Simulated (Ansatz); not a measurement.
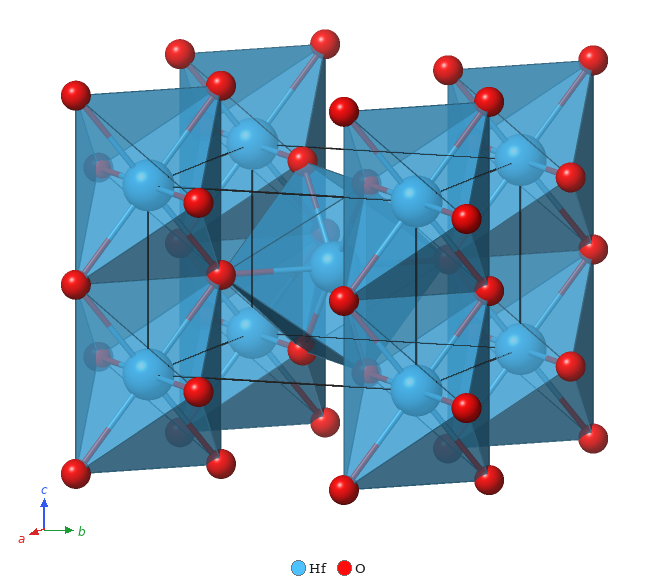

The structure above is drawn in polyhedral style and viewed slightly off an axis. The edges of the conventional unit cell are marked. Some neighbours outside the box are added.

HfO2, rutile, space group P4_2/mnm (No. 136), a = 4.838 Å, b = 4.838 Å, c = 3.220 Å, α = 90.00°, β = 90.00°, γ = 90.00°. The structure comes from a structure type filled with these elements by a generator (whether the compound takes this form wasn't checked). Earlier steps of the study may have refined or changed the cell and positions. An electronic-structure calculation with Ansatz was run on it.

This one geometry was computed with Ansatz (DFT, plane waves, PAW) at six levels of theory: HSE06, PBE with spin-orbit coupling, dielectric-dependent PBE0 (fraction 1/eps_inf of PBE), PBE, LDA and r2SCAN. It was relaxed beforehand with r2SCAN.

> Which level gives the highest pressure at this volume, and what does that say about its equilibrium volume?

Highest: PBE with spin-orbit coupling (4.7 GPa) and PBE (5.0 GPa), which points to the largest equilibrium volume. Lowest, with the smallest volume: LDA (-7.1 GPa). Levels within 0.5 GPa of each other can't be told apart.

> How does the band gap change with the level of theory?

LDA: a gap of 3.77 eV, direct; PBE with spin-orbit coupling: a gap of 3.97 eV, direct; PBE: a gap of 3.98 eV, direct; r2SCAN: a gap of 4.53 eV, direct; HSE06: a gap of 5.63 eV, direct; dielectric-dependent PBE0 (fraction 1/eps_inf of PBE): a gap of 6.03 eV, direct.

> Collect the results in a table.

| level | cutoff (eV) | k-mesh of the run's cell | gap (eV) | pressure (GPa) |
| --- | --- | --- | --- | --- |
| HSE06 | 420 | 4×4×4 | 5.63 | 0.3 |
| PBE with spin-orbit coupling | 420 | 6×6×8 | 3.97 | 4.7 |
| dielectric-dependent PBE0 (fraction 1/eps_inf of PBE) | 420 | 4×4×4 | 6.03 | 1.0 |
| PBE | 420 | 6×6×8 | 3.98 | 5.0 |
| LDA | 420 | 6×6×8 | 3.77 | -7.1 |
| r2SCAN | 500 | 6×6×8 | 4.53 | 0.0 |

Gaps are taken on the k-mesh or band path of each run.
